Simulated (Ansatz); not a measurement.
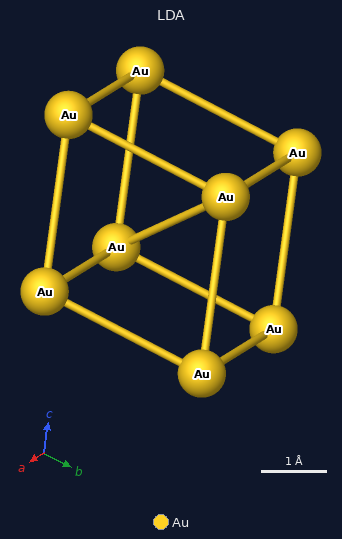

Solid Au (set up in Im-3m), relaxed (cell and atoms) with several functionals. The picture shows the result with LDA. Style: ball-and-stick. Shown: the cell of the calculation, slightly off an axis.

Computed with Ansatz 0.2.0: Ansatz PAW. Settings: plane-wave cutoff 420 eV; k-point mesh 11 × 11 × 11; occupations fermi-dirac; smearing width 0.05 eV; no spin polarisation; cell and atoms relaxed; force threshold 0.01 eV/Å.

```csv
functional,volume (Å³/atom),a (Å)
LDA,16.638,2.786
r2SCAN,?,?
PBE,18.085,2.864
PBEsol,17.085,2.810
```

Estimate the missing row from the others, and compare with the calculation.

With r2SCAN the volume falls between PBEsol (17.085) and PBE (18.085). The calculation gives 17.665 Å³/atom (a = 2.842 Å). In order of volume: LDA < PBEsol < r2SCAN < PBE; the spread is 8.7 %.

Each member starts from this one structure; whether another phase lies lower wasn't checked.
